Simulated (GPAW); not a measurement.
# Ga K ELNES/XANES of zinc-blende (GaAs)₁₋ₓ(GaP)ₓ at x = 0.875 from DFT

Aim: the Ga K edge in zinc-blende (GaAs)₁₋ₓ(GaP)ₓ at x = 0.875, one member of a composition series.

Program: GPAW 26.7.0. Level of theory: X-ray absorption from dipole matrix elements to empty bands, plane-wave PAW LDA. Results are calculated unless marked as measured.

## Step 1: Set-up

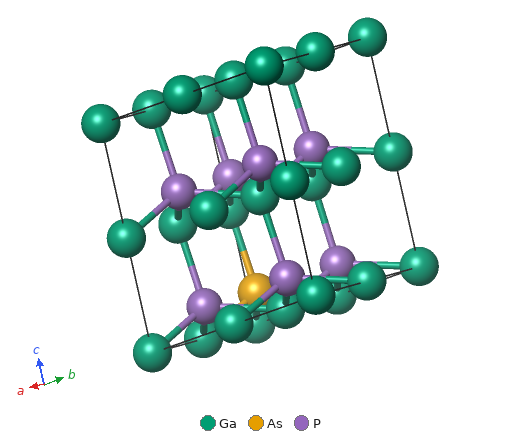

The starting structure, seen slightly off an axis (gallium teal, arsenic orange, phosphorus purple). Bonds to atoms that aren't drawn are left out. Some periodic images of atoms are drawn too.

The cell holds 16 atoms: 8 Ga, 1 As and 7 P. Cell: a = 7.745 Å, b = 7.745 Å, c = 7.745 Å, α = 60.0°, β = 60.0°, γ = 60.0°. 16-atom zinc-blende cell, 7 of 8 As sites taken by P at random, lattice constants typed for the ends and interpolated (Vegard).

## Step 2: Relaxation

The cell was built by hand, so its atoms are relaxed first: near-edge features follow bond lengths closely.

Input file relax.py:

```python
import numpy as np
from ase import Atoms
from ase.parallel import parprint, paropen
from gpaw import GPAW, PW, FermiDirac, Mixer, MixerDif, setup_paths
from ase.optimize import BFGS

atoms = Atoms('GaAsGaPGaPGaPGaPGaPGaPGaP',
    cell=[[0, 5.47625, 5.47625],
     [5.47625, 0, 5.47625],
     [5.47625, 5.47625, 0]],
    scaled_positions=[[0.000141, 0.001549, 0.001304],
     [0.125587, 0.127154, 0.123893],
     [0.996382, 0.997594, 0.501578],
     [0.128435, 0.127307, 0.626554],
     [0.998979, 0.499693, 0.002185],
     [0.127552, 0.623197, 0.123879],
     [0.002653, 0.504931, 0.496261],
     [0.125052, 0.621035, 0.625082],
     [0.501193, 0.998196, 0.00179],
     [0.627554, 0.124598, 0.126351],
     [0.497425, 0.997062, 0.500649],
     [0.626726, 0.12537, 0.626289],
     [0.499347, 0.499408, 0.002974],
     [0.625411, 0.62827, 0.122912],
     [0.500694, 0.501753, 0.498315],
     [0.626025, 0.621791, 0.625767]],
    pbc=True)
atoms.calc = GPAW(legacy_gpaw=True, mode=PW(400, force_complex_dtype=True), xc='LDA', setups={},
    kpts={'size': (3, 3, 3), 'gamma': True}, occupations=FermiDirac(0.08),
    charge=0, mixer=Mixer(0.1, 5, 50), maxiter=150,
    convergence={'density': 0.0001, 'eigenstates': 1e-6}, txt='relax.txt')
steps = []
opt = BFGS(atoms, logfile='-')
opt.attach(lambda: steps.append([atoms.get_potential_energy(), float(np.linalg.norm(atoms.get_forces(), axis=1).max())]))
done = opt.run(fmax=0.05, steps=30)
out = dict(done=bool(done), steps=steps, frac=atoms.get_scaled_positions().tolist())
import json
with paropen('out.json', 'w') as f:
    json.dump(out, f)
```

Command:

```bash
$ OMP_NUM_THREADS=1 mpirun -n 4 gpaw python relax.py
```

Numbers of over 12 decimals in the logs are rounded to 6 here.

Log:

```text
Input parameters:
  convergence: {density: 0.0001,
                eigenstates: 1e-06}
  kpts: {gamma: True,
         size: (3, 3, 3)}
  maxiter: 150
  mixer: {backend: pulay,
          beta: 0.1,
          method: separate,
          nmaxold: 5,
          weight: 50}
  mode: {ecut: 400.0,
         force_complex_dtype: True,
         name: pw}
  occupations: {fixmagmom: False,
                name: fermi-dirac,
[...]
Forces in eV/Ang:
[...]
14 Ga    0.00455    0.00087   -0.00138
 15 P     0.01181   -0.01265    0.01386
Step     Time          Energy          fmax
BFGS:    0 05:38:48      -81.822007        0.828112
BFGS:    1 05:39:07      -81.874606        0.659543
BFGS:    2 05:39:28      -81.945595        0.091390
BFGS:    3 05:39:38      -81.946367        0.073718
BFGS:    4 05:39:54      -81.947731        0.053007
BFGS:    5 05:40:02      -81.947850        0.035592
[key lines of the parts left out:]
Converged after 4 iterations.
Dipole moment: (-23.131262, -23.351532, -23.183235) |e|*Ang
Free energy:    -81.947850
Fermi level: 5.39284
```

Wall time 1.8 min (4 MPI ranks of Arm Neoverse V1, shared host); peak memory 0.3 GiB; 7.3 min of CPU time.

In 5 steps the energy fell by 126 meV (energies extrapolated to zero smearing) and the largest force to 0.036 eV/Å. Atom 3 (Ga; the text counts from 1, the script from 0) is among those that moved most, by 0.05 Å.

## Step 3: The field without a hole

The ground state comes first: it tells whether the system has a gap, which decides how the excited electron is treated.

Input file scf.py:

```python
import numpy as np
from ase import Atoms
from ase.parallel import parprint, paropen
from gpaw import GPAW, PW, FermiDirac, Mixer, MixerDif, setup_paths
from gpaw.test import gen
setup_paths.insert(0, '.')
gen('Ga', name='nch1s', xcname='LDA', corehole=(1, 0, 0), write_xml=True)
from gpaw.mpi import world
world.barrier()

atoms = Atoms('GaAsGaPGaPGaPGaPGaPGaPGaP',
    cell=[[0, 5.47625, 5.47625],
     [5.47625, 0, 5.47625],
     [5.47625, 5.47625, 0]],
    scaled_positions=[[0.9992017, 0.9988023, 0.9978593],
     [0.1256513, 0.1250248, 0.1265038],
     [0.99756, 0.997269, 0.5081396],
     [0.1250965, 0.1258149, 0.6248791],
     [0.9979549, 0.5062218, 0.998351],
     [0.126247, 0.6256061, 0.123751],
     [0.0006535, 0.5011364, 0.4986021],
     [0.1258054, 0.6243312, 0.6251857],
     [0.5070623, 0.9991186, 0.9980833],
     [0.6261868, 0.1243986, 0.1266678],
     [0.4999061, 0.997837, 0.5018713],
     [0.624772, 0.1248672, 0.6251454],
     [0.5011872, 0.499244, 0.0004001],
     [0.6249906, 0.6259885, 0.1248237],
     [0.5008509, 0.4998984, 0.4997737],
     [0.6260207, 0.6233605, 0.6257124]],
    pbc=True)
atoms.calc = calc = GPAW(legacy_gpaw=True, mode=PW(400, force_complex_dtype=True), xc='LDA', setups={0: 'nch1s'},
    kpts={'size': (3, 3, 3), 'gamma': True}, occupations=FermiDirac(0.05),
    charge=0, mixer=Mixer(0.1, 5, 50), maxiter=150,
    convergence={'density': 0.0001, 'eigenstates': 1e-6}, txt='scf.txt')
energy = atoms.get_potential_energy() + calc.get_reference_energy()
ef = calc.get_fermi_level()
out = dict(energy=energy, fermi=ef, forces=atoms.get_forces().tolist())
parprint(f'all-electron energy {energy:.4f} eV, Fermi level {ef:.4f} eV')
ev = np.array([[calc.get_eigenvalues(k, s) for k in range(len(calc.get_ibz_k_points()))] for s in range(calc.get_number_of_spins())])
out['homo'], out['lumo'], out['counts'] = ev[ev < ef].max(), ev[ev > ef].min(), sorted(set((ev < ef).sum((0, 2)).tolist()))
out['filled'] = (ev[:, 0] < ef).sum(1).tolist()
import json
with paropen('out.json', 'w') as f:
    json.dump(out, f)
```

Command:

```bash
$ OMP_NUM_THREADS=1 mpirun -n 4 gpaw python scf.py
```

Log:

```text
Input parameters:
  convergence: {density: 0.0001,
                eigenstates: 1e-06}
  kpts: {gamma: True,
         size: (3, 3, 3)}
  maxiter: 150
  mixer: {backend: pulay,
          beta: 0.1,
          method: separate,
          nmaxold: 5,
          weight: 50}
  mode: {ecut: 400.0,
         force_complex_dtype: True,
         name: pw}
  occupations: {fixmagmom: False,
                name: fermi-dirac,
                width: 0.05}
  setups: {0: nch1s}

Initialize ...

[... PAW data sets ...]

Reference energy: -548792.597292  # eV

Spin-paired calculation

[... convergence settings ...]
Symmetries present (total): 1
  [... symmetry matrices ...]

27 k-points: 3 x 3 x 3 Monkhorst-Pack grid
14 k-points in the irreducible part of the Brillouin zone
       k-points in crystal coordinates                weights
   0:     0.00000000    0.00000000    0.00000000          1/27
   1:     0.00000000    0.00000000    0.33333333          2/27
   2:     0.00000000    0.33333333   -0.33333333          2/27
   3:     0.00000000    0.33333333    0.00000000          2/27
   4:     0.00000000    0.33333333    0.33333333          2/27
   5:     0.33333333   -0.33333333   -0.33333333          2/27
   6:     0.33333333   -0.33333333    0.00000000          2/27
   7:     0.33333333   -0.33333333    0.33333333          2/27
   8:     0.33333333    0.00000000   -0.33333333          2/27
   9:     0.33333333    0.00000000    0.00000000          2/27
          ...
  13:     0.33333333    0.33333333    0.33333333          2/27

Wave functions: Plane wave expansion
  Cutoff energy: 400.000 eV
  Number of coefficients (min, max): 5942, 6002
  Pulay-stress correction: 0.000000 eV/Ang^3 (de/decut=0.000000)
  Using FFTW library
  Wavefunction extrapolation:
    Improved wavefunction reuse through dual PAW basis

Occupation numbers: Fermi-Dirac:
  width: 0.0500  # eV

Eigensolver
   Davidson(niter=2)

Densities:
  Coarse grid: 36*36*36 grid
  Fine grid: 72*72*72 grid
  Total Charge: 0.000000

Density mixing:
  Method: separate
  Backend: pulay
  Linear mixing parameter: 0.1
  old densities: 5
  Width of damping distribution: 1.1
  Damping of long wavelength oscillations: 50

[... Hamiltonian set-up ...]
Number of atoms: 16
Number of atomic orbitals: 64
Number of bands in calculation: 43
Number of valence electrons: 64
Bands to converge: occupied

... initialized

Initializing position-dependent things.

Density initialized from atomic densities
Creating initial wave functions:
  43 bands from LCAO basis set

                                    Ga
                            Ga

                             Ga

                                  Ga
                          Ga
                        P

               P
                   Ga
           Ga    P
         P            P

              P
                  Ga
               P
       As

Atomic positions and initial magnetic moments

Positions:
   0 Ga    10.934218   10.936405   10.941569    ( 0.0000,  0.0000,  0.0000)
   1 As     1.377433    1.380864    1.372765    ( 0.0000,  0.0000,  0.0000)
   2 Ga     8.243994    8.245587   10.924182    ( 0.0000,  0.0000,  0.0000)
   3 P      4.110988    4.107054    1.374054    ( 0.0000,  0.0000,  0.0000)
   4 Ga     8.239417   10.932270    8.237248    ( 0.0000,  0.0000,  0.0000)
   5 P      4.103667    1.369052    4.117336    ( 0.0000,  0.0000,  0.0000)
   6 Ga     5.474818    2.734048    2.747927    ( 0.0000,  0.0000,  0.0000)
[...]
13 P      4.111635    4.106171    6.850674    ( 0.0000,  0.0000,  0.0000)
  14 Ga     5.474454    5.479670    5.480353    ( 0.0000,  0.0000,  0.0000)
  15 P      6.840235    6.854803    6.841924    ( 0.0000,  0.0000,  0.0000)

Unit cell:
           periodic     x           y           z      points  spacing
  1. axis:    yes    0.000000    5.476250    5.476250    36     0.1757
  2. axis:    yes    5.476250    0.000000    5.476250    36     0.1757
  3. axis:    yes    5.476250    5.476250    0.000000    36     0.1757

  Lengths:   7.744587   7.744587   7.744587
  Angles:   60.000000  60.000000  60.000000

Effective grid spacing dv^(1/3) = 0.1917

iter:   1   -83.516618
iter:   2   -83.051298   -1.64  -0.83
iter:   3   -82.084009   -1.43  -0.88
iter:   4   -82.013065   -2.91  -1.34
iter:   5   -82.002017   -2.20  -1.43
iter:   6   -81.991288c  -2.49  -1.80
iter:   7   -81.967856   -4.01  -1.82
iter:   8   -81.948292   -3.26  -1.97
iter:   9   -81.952254c  -4.01  -2.72
iter:  10   -81.947876c  -3.95  -2.32
iter:  11   -81.947862c  -5.46  -3.42
iter:  12   -81.947875c  -5.84  -3.60
iter:  13   -81.947852c  -6.07c -3.41
iter:  14   -81.947852c  -7.18c -3.96
iter:  15   -81.947851c  -8.10c -4.15c

Converged after 15 iterations.

Dipole moment: (-23.131423, -23.352499, -23.184179) |e|*Ang

Energy contributions relative to reference atoms: (reference = -548792.597292)

Kinetic:       +195.958457
Potential:     -173.441239
External:        +0.000000
XC:            -104.578158
Entropy (-ST):   -0.000000
Local:           +0.113090
SIC:             +0.000000
--------------------------
Free energy:    -81.947852
Extrapolated:   -81.947851

Showing only first 2 kpts
 Kpt  Band  Eigenvalues  Occupancy
  0    30      4.72358    2.00000
  0    31      4.72545    2.00000
  0    32      6.04715    0.00000
  0    33      6.14884    0.00000

  1    30      4.34960    2.00000
  1    31      4.35067    2.00000
  1    32      6.38645    0.00000
  1    33      6.54951    0.00000

Fermi level: 5.40213

Gap: 1.322 eV
Transition (v -> c):
  (s=0, k=0, n=31, [0.00, 0.00, 0.00]) -> (s=0, k=0, n=32, [0.00, 0.00, 0.00])
No difference between direct/indirect transitions

Forces in eV/Ang:
  0 Ga   -0.00363    0.00618   -0.00801
  1 As   -0.00690   -0.00501   -0.00540
  2 Ga   -0.02329   -0.01237    0.01637
  3 P     0.00618    0.01151    0.00574
  4 Ga   -0.00488   -0.00133    0.00884
  5 P     0.01664    0.01428   -0.01044
  6 Ga   -0.00119    0.01237   -0.01818
[...]
13 P    -0.00623    0.01598   -0.01153
 14 Ga    0.00499    0.00217   -0.00228
 15 P     0.00972   -0.01234    0.01356
Scalar-relativistic atomic LDA calculation for Ga (Gallium, Z=31)
Core hole in 1s state (1s occupation: 2.0)
600 radial gridpoints.
|------------------------------------------------|
|------------------------------------------------|
[... the atom generator's iteration count ...]

Energy contributions:
-------------------------
Kinetic:    +1972.184799
XC:           -72.597836
Potential:  -3840.247246
-------------------------
Total:      -1940.660283

state      eigenvalue         ekin         rmax
-----------------------------------------------
1s^2.0 :  -375.030000   481.718074        0.032
2s^2.0 :   -46.288952    91.904266        0.183
2p^6.0 :   -40.360200    89.727351        0.146
3s^2.0 :    -5.415739    20.699600        0.565
3p^6.0 :    -3.626001    18.420027        0.567
3d^10.0:    -0.713236    12.977628        0.531
4s^2.0 :    -0.336865     1.972734        1.883
4p^1.0 :    -0.100461     0.934904        2.519
-----------------------------------------------
(units: Bohr and Hartree)

Generating PAW setup
Kinetic energy of the core from tauc = 1987.570136
Cutoffs:
rc(s)=2.200
rc(p)=2.200
rc(d)=2.200
rc(vbar)=1.980
rc(comp)=2.200
rc(nct)=2.200

Kinetic energy of the core states: 1967.304428
Charge: 0.0
Core electrons: 28.0
Valence electrons: 3.0
Pseudo-core charge: 1.942142
Shape function alpha=2.066
Pseudo-electron charge 5.235165
state    eigenvalue         norm
--------------------------------
4s(2) :    -0.336865     1.140380
*s    :     0.663135
4p(1) :    -0.100461     1.012264
*p    :     0.899539
*d    :     0.000000
--------------------------------

Diagonalizing with gridspacing h=0.050

state   all-electron     PAW
-------------------------------
4s:      -0.336865    -0.337024
4p:      -0.100461    -0.100552
*d:                    0.030615
*f:                    0.065359
-------------------------------
all-electron energy -548874.5451 eV, Fermi level 5.4021 eV
```

The job ended after 34 s (4 MPI ranks; peak memory 0.3 GiB).

The mesh shows a gap of 1.32 eV. The excited electron is kept all the same, so that all members of the series, with or without a gap, are treated alike.

## Step 4: Cell without a hole, the energy reference

The photon energy needs a difference of total energies, so the cell and mesh of the coming hole run are first run without a hole.

Edit scf.py of step 3 so:

```diff
@@ -32,3 +32,3 @@
 atoms.calc = calc = GPAW(legacy_gpaw=True, mode=PW(400, force_complex_dtype=True), xc='LDA', setups={0: 'nch1s'},
-    kpts={'size': (3, 3, 3), 'gamma': True}, occupations=FermiDirac(0.05),
+    kpts={'size': (3, 3, 3), 'gamma': True}, occupations=FermiDirac(0.02),
     charge=0, mixer=Mixer(0.1, 5, 50), maxiter=150,
```

Log:

```text
Input parameters:
  convergence: {density: 0.0001,
                eigenstates: 1e-06}
  kpts: {gamma: True,
         size: (3, 3, 3)}
  maxiter: 150
  mixer: {backend: pulay,
          beta: 0.1,
          method: separate,
          nmaxold: 5,
          weight: 50}
  mode: {ecut: 400.0,
         force_complex_dtype: True,
         name: pw}
  occupations: {fixmagmom: False,
                name: fermi-dirac,
[...]
4s(2) :    -0.336865     1.140380
*s    :     0.663135
4p(1) :    -0.100461     1.012264
*p    :     0.899539
*d    :     0.000000
--------------------------------

Diagonalizing with gridspacing h=0.050

state   all-electron     PAW
-------------------------------
4s:      -0.336865    -0.337024
4p:      -0.100461    -0.100552
*d:                    0.030615
*f:                    0.065359
-------------------------------
all-electron energy -548874.5451 eV, Fermi level 5.3194 eV
[key lines of the parts left out:]
Converged after 15 iterations.
Dipole moment: (-23.131423, -23.352499, -23.184178) |e|*Ang
Free energy:    -81.947851
Fermi level: 5.31943
```

It took 34 s on 4 MPI ranks; peak memory 0.3 GiB; 2.2 min of CPU time.

Reference energy: -548874.545 eV with the cores included.

(Continued in part 2 of 2.)

[Banner, clock and machine lines of the logs are left out without a mark of their own.]

[Logs are printed without paths, hosts, clocks, repeated set-up lines and the standing remarks that a program may print on its own settings, such as how far it seeks lower states.]

[Hosts, paths, dates, database ids (printed as entryN), source tags and the programs' standing remarks are cut or masked in the printed files.]

[Lists of maxima count a maximum above −3 eV only where it reaches 4 % of the highest in the window and stands out from its surroundings by 2 % of it (1.5 % where it reaches 55 %); shoulders and weaker maxima are passed over, and of the rest the first, up to two pre-edge ones and the few strongest are named.]
